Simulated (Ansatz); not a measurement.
# W₁₆HS₃₂ (charge +1): geometry relaxation (part 1 of 3)

System: W₁₆HS₃₂ (defect cell, 49 atoms in the cell, total charge +1).
Method: DFT PBE, scalar-relativistic, plane waves, PAW, no spin polarisation (Ansatz 0.2.0).

The structure derives from a Materials Project entry. It belongs to a series of runs on one base structure; here: H interstitial, charge +1, atoms relaxed at the host's cell.

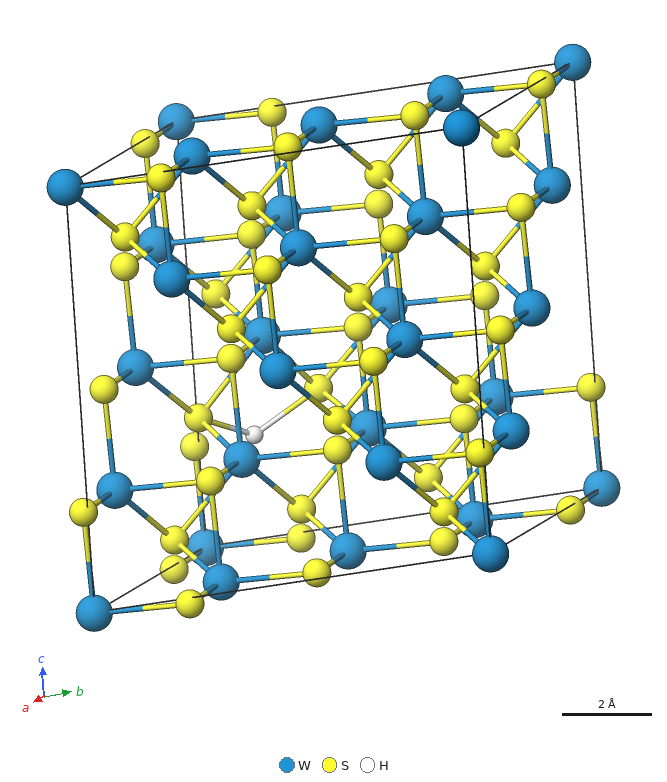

**Figure 1.** The input geometry (ball-and-stick view of the cell of the calculation, seen slightly off an axis). An atom can appear more than once, as a periodic image.

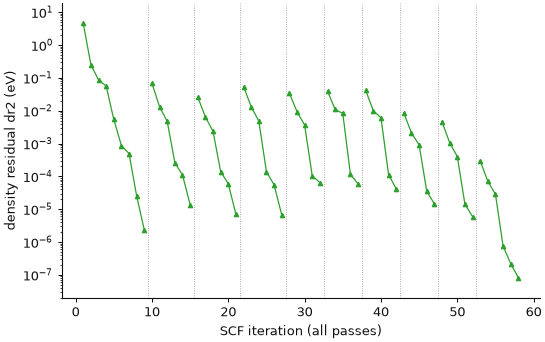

**Figure 2.** Convergence of the self-consistent field: density residual dr2 against the SCF iteration. The dotted lines part the SCF passes of the relaxation: geometry steps, rejected trials and re-solves on a re-selected basis. The 10 passes take 5 to 9 iterations each, 58 in all.

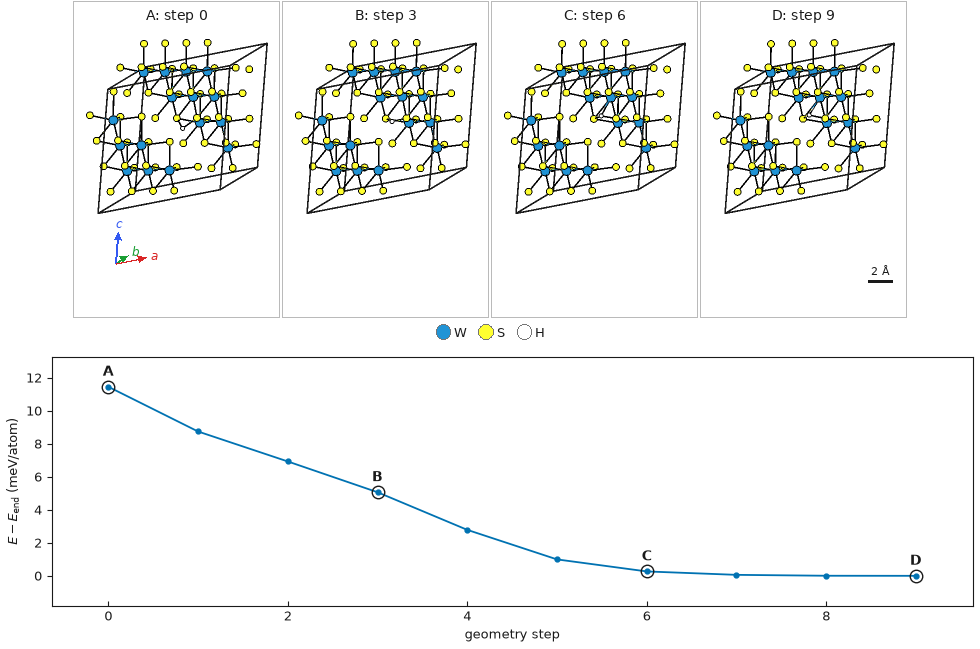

**Figure 3.** Frames of the relaxation (ball-and-stick view of the cell of the calculation (origin shifted), with bonded neighbours outside it, seen slightly off an axis) above the curves, on which the letters mark them (the first geometry is step 0 here and step 1 in the log).

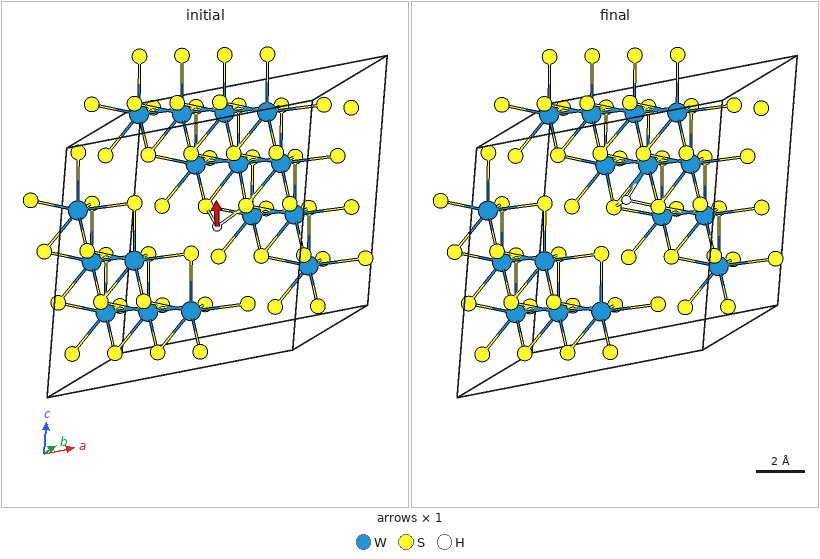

**Figure 4.** Before (left) and after (right) the relaxation, at one scale (ball-and-stick view of the cell of the calculation (origin shifted), with bonded neighbours outside it, seen slightly off an axis). The red arrows give the displacements, at true length. The largest move is that of H49, 1.12 Å. Largest moves by element: H 1.12 Å, S 0.16 Å, W 0.07 Å. The cell doesn't change. Among the contacts that change: W6–H49 2.861 → 1.833 Å, W4–S19 2.515 → 2.422 Å, W6–S19 2.422 → 2.502 Å, S19–H49 1.795 → 1.764 Å. New bonds form: W6–H49 (2.86 → 1.83 Å). Among the angles that change: W4–S19–H49 164.0° → 122.6°, W6–S19–H49 84.0° → 47.1°, S19–H49–S21 114.5° → 141.5°. The energy falls by 11.5 meV per atom in 9 geometry steps. The largest force component goes from 0.66 to 0.018 eV/Å. (Atoms are counted from 1 in the order of the input.)

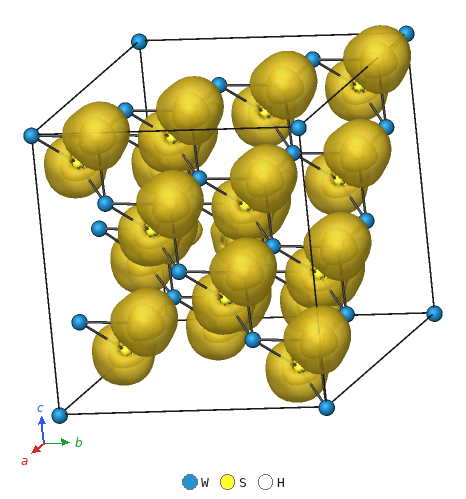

**Figure 5.** Isosurface of the ELF at 0.75 (yellow), seen slightly off an axis. Core shells and regions of very low density are left out. Sticks mark near contacts. The outline is the calculation cell. Values along the shortest contacts: W–H (1.83 Å): the ELF climbs to about 1 towards the hydrogen, as it does in any bond to H. W–S (2.41 Å): the ELF is about 0.50 at the midpoint. The fields are those of the smooth PAW valence density.

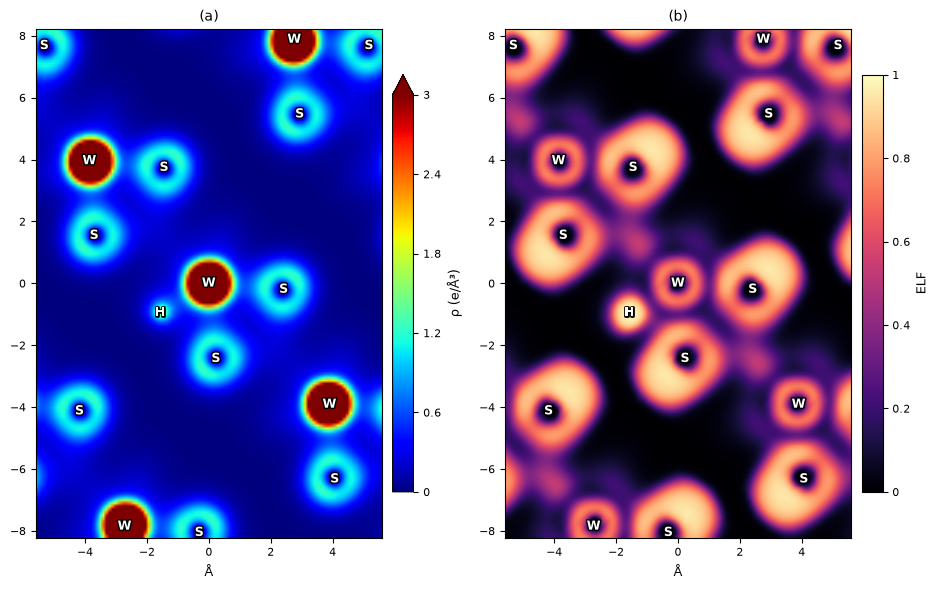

**Figure 6.** (a) valence charge density (pseudo); (b) electron localisation function on the (11̄0) plane of the calculation cell. Atoms in the plane: W, S and H. W–H (1.83 Å): ρ is about 1.1 e/Å³ halfway, with its minimum of 0.6 e/Å³ about 1.2 Å from W; the ELF climbs to about 1 towards the hydrogen. W–S (2.42 Å): ρ is about 0.62 e/Å³ halfway; the ELF is about 0.50 at the midpoint. Away from the nuclei the density in this plane falls to 0.003 e/Å³ at its lowest. The ELF has a maximum of about 0.55 in the space between the atoms. The strong features right at W lie inside the PAW spheres (semicore, d or f shells) and say nothing about bonding.

The input that produced these results follows, with the program's output.

## Input
```yaml
crystal:
  lattice:
    - [0.0, 7.3617871071, -7.4744493696]
    - [6.375494652, -3.6808935536, -7.4744493696]
    - [-6.375494652, -3.6808935536, -7.4744493696]
  atoms:
    - { symbol: W, position: [0.9988550195, 0.2491390187, 0.7475709474] }
    - { symbol: W, position: [0.2491390187, 0.9988550195, 0.7475709474] }
    - { symbol: W, position: [0.498670075, 0.7487788972, 0.7474649448] }
    - { symbol: W, position: [0.9991872777, 0.4989706511, 0.4976916539] }
    - { symbol: W, position: [0.7487788972, 0.498670075, 0.7474649448] }
    - { symbol: W, position: [0.249369099, 0.249369099, 0.4994071216] }
    - { symbol: W, position: [0.4989706511, 0.9991872777, 0.4976916539] }
    - { symbol: W, position: [0.9984319738, 0.7478364717, 0.2477005585] }
    - { symbol: W, position: [0.7483911927, 0.7483911927, 0.4972294812] }
    - { symbol: W, position: [0.2487632659, 0.497828926, 0.247081085] }
    - { symbol: W, position: [0.497828926, 0.2487632659, 0.247081085] }
    - { symbol: W, position: [0.9984714139, 0.9984714139, 0.9976657413] }
    - { symbol: W, position: [0.7478364717, 0.9984319738, 0.2477005585] }
    - { symbol: W, position: [0.248685967, 0.7483524922, 0.9975445185] }
    - { symbol: W, position: [0.4990889247, 0.4990889247, 0.9971885528] }
    - { symbol: W, position: [0.7483524922, 0.248685967, 0.9975445185] }
    - { symbol: S, position: [0.5941132189, 0.8456511809, 0.3441645433] }
    - { symbol: S, position: [0.8456511809, 0.5941132189, 0.3441645433] }
    - { symbol: S, position: [0.1012218471, 0.3379154129, 0.3400795149] }
    - { symbol: S, position: [0.5950454003, 0.0950613709, 0.0937485329] }
    - { symbol: S, position: [0.3379154129, 0.1012218471, 0.3400795149] }
    - { symbol: S, position: [0.8449738317, 0.8449738317, 0.0942378582] }
    - { symbol: S, position: [0.0950613709, 0.5950454003, 0.0937485329] }
    - { symbol: S, position: [0.5953529499, 0.3453972977, 0.8438387831] }
    - { symbol: S, position: [0.3455491866, 0.3455491866, 0.0930359763] }
    - { symbol: S, position: [0.8454207162, 0.0955326613, 0.8439814747] }
    - { symbol: S, position: [0.0955326613, 0.8454207162, 0.8439814747] }
    - { symbol: S, position: [0.5951258387, 0.5951258387, 0.5942096817] }
    - { symbol: S, position: [0.3453972977, 0.5953529499, 0.8438387831] }
    - { symbol: S, position: [0.8458832925, 0.3453587886, 0.5937232328] }
    - { symbol: S, position: [0.0956358939, 0.0956358939, 0.5948850722] }
    - { symbol: S, position: [0.3453587886, 0.8458832925, 0.5937232328] }
    - { symbol: S, position: [0.7351639615, 0.9850518788, 0.48442258] }
    - { symbol: S, position: [0.9850518788, 0.7351639615, 0.48442258] }
    - { symbol: S, position: [0.2355601645, 0.485988545, 0.48391727] }
    - { symbol: S, position: [0.7350650921, 0.2350996403, 0.234236856] }
    - { symbol: S, position: [0.485988545, 0.2355601645, 0.48391727] }
    - { symbol: S, position: [0.9847917524, 0.9847917524, 0.2344718321] }
    - { symbol: S, position: [0.2350996403, 0.7350650921, 0.234236856] }
    - { symbol: S, position: [0.7356683849, 0.48541308, 0.9841781849] }
    - { symbol: S, position: [0.4853559781, 0.4853559781, 0.2341667726] }
    - { symbol: S, position: [0.9850570073, 0.2351990597, 0.984663828] }
    - { symbol: S, position: [0.2351990597, 0.9850570073, 0.984663828] }
    - { symbol: S, position: [0.7354060283, 0.7354060283, 0.733845942] }
    - { symbol: S, position: [0.48541308, 0.7356683849, 0.9841781849] }
    - { symbol: S, position: [0.9855260447, 0.4860108484, 0.7340878807] }
    - { symbol: S, position: [0.2353280656, 0.2353280656, 0.736574394] }
    - { symbol: S, position: [0.4860108484, 0.9855260447, 0.7340878807] }
    - { symbol: H, position: [0.1971174143, 0.1971174143, 0.2655637948] }
  host:
    lattice:
      - [1.593873663, 0.9202233884, 7.4744493696]
      - [-1.593873663, 0.9202233884, 7.4744493696]
      - [0.0, -1.8404467768, 7.4744493696]
    atoms:
      - { symbol: W, position: [0.0006774491, 0.0006774491, 0.0006774491] }
      - { symbol: S, position: [0.4040742703, 0.4040742703, 0.4040742703] }
      - { symbol: S, position: [0.2639482806, 0.2639482806, 0.2639482806] }
total_charge: 1
basis:
  ecutwfc: 420
  xc_grid: 2
kpoints:
  mp_grid: { grid: [2, 2, 2], shift: [0.5, 0.5, 0.5] }
hamiltonian:
  xc: pbe
scf:
  occupations: { method: gaussian, width: 0.01 }
output:
  forces: true
  stress: false
  eigenvalues: true
  charged_corrections:
    defect_position: [0.1640625, 0.1640625, 0.171875]
    epsilon: [[11.5894, 0.0, 0.0], [0.0, 11.5894, 0.0], [0.0, 0.0, 3.2073]]
  write_density: true
  write_potential: true
  elf: true
  volumetric_format: npy
relax:
  adjacent_minimum: "off"
  f_tol: 0.025
  max_steps: 45
```

Launch command:
```bash
ansatz run input.yaml --threads 4 --pin off --max-ram 10240MiB --backend cpu --events-out ev --progress --plain --runs-dir out
```

## The program's output
```
Engine: ansatz 0.2.0, x86_64-unknown-linux-gnu
Pseudopotentials: kind: paw
Pseudopotential: W, paw, valence charge 14, recommended cutoff 420 eV (normal), W.paw.azcp
Pseudopotential: S, paw, valence charge 6, recommended cutoff 420 eV (normal), S.paw.azcp
Pseudopotential: H, paw, valence charge 1, recommended cutoff 420 eV (normal), H.paw.azcp
Functional definition: PBE
  parameter kappa = 0.804
  parameter beta = 0.06672455060314922
  exchange = pbe_x(kappa = kappa, mu = beta*pi^2/3)
  correlation = pbe_c(beta = beta)
Crystal: 49 atoms, lattice volume = 1052.441 Å³
Basis set: ecut = 420 eV, 20557 PW (Γ), exchange–correlation on 144×144×144 points (8 copies of the dense FFT grid, shifted against one another)
Bands: 257, of which v1, the nominal top of the filled ones, is band 208 counted from 1 (207 counted from 0)
Symmetry: 2 space group operations
Space group: Cm (ITA 8), of the structure as read, at distance tolerance 1.0e-4 Å
k-points: 3 of 8 (time reversal used)
Non-local potential: W, projectors of the file, l = 0: 3, l = 1: 2, l = 2: 2, l = 3: 1
Non-local potential: S, projectors of the file, l = 0: 2, l = 1: 2, l = 2: 2
Non-local potential: H, projectors of the file, l = 0: 2, l = 1: 1
PAW form: soft (Blöchl's): semilocal exchange-correlation on the pseudo side does not see the compensation charge
PAW one-centre angular grid: W, 590 points (default); XC on 64 Gauss nodes
PAW one-centre angular grid: S, 110 points (default); XC on 64 Gauss nodes
PAW one-centre angular grid: H, 110 points (default); XC on 64 Gauss nodes
Initial density: superposition of atomic densities (neutral atoms scaled as one to the charged cell's electrons: chi_scale 0, normalization atom), corrected by the library's trained network
Initial wavefunctions: pseudopotential atomic-orbital guess
Functional: x = pbe(κ = 0.804, μ = 0.2195149727645171), c = pbe(β = 0.06672455060314922)
SCF iter   1: F=—  HF=-195086.109127 eV  |F-HF|=—  |Δ(HF+E_count)|=         —  Δρ=1.11e-2  dr2=4.58e0  ethr=1.77e-3  ⟨swp⟩=7.0  Hψ=3225  notcnv=0  defer=70
preconditioner: auto → Resta (q_TF=auto, 2.337 Å⁻¹)  ε∞=6.7  [insulator: Δε(μ)=0.960 eV  Ē_g=8.165 eV  σ=0.010 eV  W_gap=1.00  n_scr=214 (ndim 8)  ℏωp=19.4 eV  f_vac=0.187  D(μ)=0.00/eV (n_scr^D=0)  ε∞_Penn≈6.7]
SCF iter   2: F=—  HF=-195085.486074 eV  |F-HF|=—  |Δ(HF+E_count)|=   6.23e-1  Δρ=4.34e-3  dr2=2.51e-1  ethr=1.10e-3  ⟨swp⟩=2.7  Hψ=1050  notcnv=0  defer=127
SCF iter   3: F=—  HF=-195085.463863 eV  |F-HF|=—  |Δ(HF+E_count)|=   2.22e-2  Δρ=2.04e-3  dr2=8.70e-2  ethr=6.04e-5  ⟨swp⟩=2.3  Hψ=1018  notcnv=0  defer=127
SCF iter   4: F=—  HF=-195085.464933 eV  |F-HF|=—  |Δ(HF+E_count)|=   1.07e-3  Δρ=1.31e-3  dr2=5.63e-2  ethr=2.09e-5  ⟨swp⟩=3.0  Hψ=1018  notcnv=0  defer=127
SCF iter   5: F=—  HF=-195085.458837 eV  |F-HF|=—  |Δ(HF+E_count)|=   6.10e-3  Δρ=3.35e-4  dr2=5.43e-3  ethr=1.35e-5  ⟨swp⟩=3.0  Hψ=1019  notcnv=0  defer=127
SCF iter   6: F=—  HF=-195085.461458 eV  |F-HF|=—  |Δ(HF+E_count)|=   2.62e-3  Δρ=1.49e-4  dr2=8.65e-4  ethr=1.31e-6  ⟨swp⟩=2.0  Hψ=1138  notcnv=0  defer=127
SCF iter   7: F=—  HF=-195085.461709 eV  |F-HF|=—  |Δ(HF+E_count)|=   2.51e-4  Δρ=1.23e-4  dr2=4.97e-4  ethr=2.08e-7  ⟨swp⟩=2.0  Hψ=1075  notcnv=0  defer=127
SCF iter   8: F=—  HF=-195085.461718 eV  |F-HF|=—  |Δ(HF+E_count)|=   8.80e-6  Δρ=3.73e-5  dr2=2.48e-5  ethr=1.19e-7  ⟨swp⟩=2.0  Hψ=965  notcnv=0  defer=127
SCF iter   9: F=-195085.461749 eV  HF=-195085.461746 eV  |F-HF|=2.98e-6  |Δ(HF+E_count)|=   2.79e-5  Δρ=1.15e-5  dr2=2.31e-6  ethr=3.76e-9  ⟨swp⟩=22.0  Hψ=7712  notcnv=0
SCF 1 converged in 9 iterations: F = -195085.461749 eV  dr2 = 2.31e-6
  greatest PAW one-centre occupation: 1.000 electrons in one spin orbital (limit 2), on the W atom at site 14 (counted from 0), in its partial waves of l = 0
relax step   1: F+E_penalty+E_count = -195085.46174887 eV  Δ(F+E_penalty+E_count) = +0.000e0 eV  max|allowed force component| = 6.627e-1 eV/Å  Δτ_max = 0.0000 Å  (9 SCF iters, dr2 threshold 1.56e-5 eV, accepted)
Initial density: handed on by an earlier stage of this run
Initial wavefunctions: those handed on with the density
iter 1 solved again at ethr=1.67e-5 eV; its pass at ethr=3.10e-3 eV (dr2=6.96e-2 eV) is discarded
SCF iter   1: F=—  HF=-195085.599977 eV  |F-HF|=—  |Δ(HF+E_count)|=         —  Δρ=2.57e-3  dr2=6.86e-2  ethr=1.67e-5  ⟨swp⟩=3.0  Hψ=2740  notcnv=0  defer=127
preconditioner: auto → Resta (q_TF=auto, 2.337 Å⁻¹)  ε∞=6.5  [insulator: Δε(μ)=0.971 eV  Ē_g=8.273 eV  σ=0.010 eV  W_gap=1.00  n_scr=214 (ndim 8)  ℏωp=19.4 eV  f_vac=0.189  D(μ)=0.00/eV (n_scr^D=0)  ε∞_Penn≈6.5]
SCF iter   2: F=—  HF=-195085.593093 eV  |F-HF|=—  |Δ(HF+E_count)|=   6.88e-3  Δρ=1.36e-3  dr2=1.31e-2  ethr=1.65e-5  ⟨swp⟩=3.3  Hψ=1006  notcnv=0  defer=127
SCF iter   3: F=—  HF=-195085.594803 eV  |F-HF|=—  |Δ(HF+E_count)|=   1.71e-3  Δρ=6.52e-4  dr2=4.72e-3  ethr=3.14e-6  ⟨swp⟩=2.0  Hψ=1127  notcnv=0  defer=127
SCF iter   4: F=—  HF=-195085.594574 eV  |F-HF|=—  |Δ(HF+E_count)|=   2.29e-4  Δρ=1.24e-4  dr2=2.59e-4  ethr=1.14e-6  ⟨swp⟩=2.0  Hψ=1009  notcnv=0  defer=127
SCF iter   5: F=—  HF=-195085.594595 eV  |F-HF|=—  |Δ(HF+E_count)|=   2.10e-5  Δρ=6.36e-5  dr2=1.11e-4  ethr=6.23e-8  ⟨swp⟩=3.0  Hψ=1079  notcnv=0  defer=127
SCF iter   6: F=-195085.594593 eV  HF=-195085.594592 eV  |F-HF|=4.03e-7  |Δ(HF+E_count)|=   2.37e-6  Δρ=2.55e-5  dr2=1.38e-5  ethr=6.60e-9  ⟨swp⟩=19.0  Hψ=7982  notcnv=0
SCF 2 converged in 6 iterations: F = -195085.594593 eV  dr2 = 1.38e-5
[... from here on the iterations of each SCF are left out, up to the last one ...]
```
